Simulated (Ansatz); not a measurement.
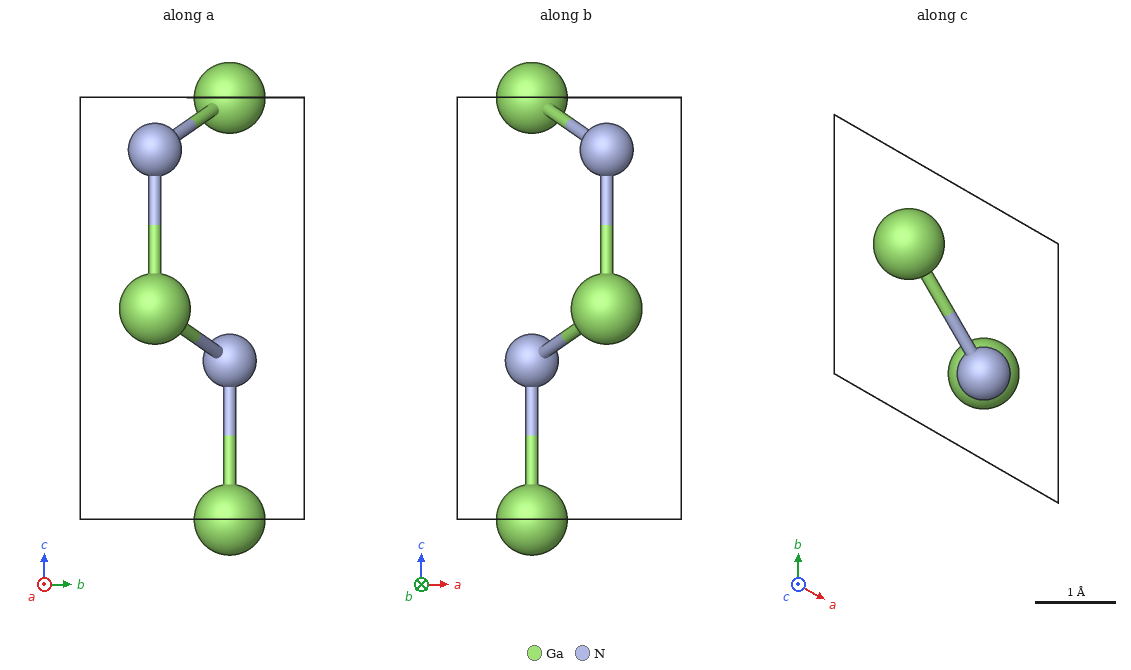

We look at a ball-and-stick model of the crystal along the a axis, along the b axis and along the c axis. The conventional unit cell is outlined; an atom on or near a face, edge or corner is repeated at each equivalent position.

Lattice parameters: a = 3.2786 Å, b = 3.2786 Å, c = 5.3391 Å, α = 90.000°, β = 90.000°, γ = 120.000°.

**Convert the drawing into a CIF in P1 with every atom of the cell, with free fractional coordinates to two decimals.**

```cif
data_structure
_symmetry_space_group_name_H-M 'P 1'
_symmetry_Int_Tables_number 1
_cell_length_a 3.2786
_cell_length_b 3.2786
_cell_length_c 5.3391
_cell_angle_alpha 90.000
_cell_angle_beta 90.000
_cell_angle_gamma 120.000
_cell_volume 49.70
loop_
_atom_site_label
_atom_site_type_symbol
_atom_site_fract_x
_atom_site_fract_y
_atom_site_fract_z
_atom_site_occupancy
Ga1 Ga 0.3333 0.6667 0.00 1
Ga2 Ga 0.6667 0.3333 0.50 1
N1 N 0.3333 0.6667 0.38 1
N2 N 0.6667 0.3333 0.88 1
```

Origin of the cell: a structure type filled with these elements by a generator (whether the compound takes this form wasn't checked). The cell was then strained or its atoms displaced on purpose. It went into a calculation with Ansatz.

At this level of theory the cell isn't at rest (stretched, at -8 GPa), so its distances can differ from those at equilibrium, the more so the softer the solid.
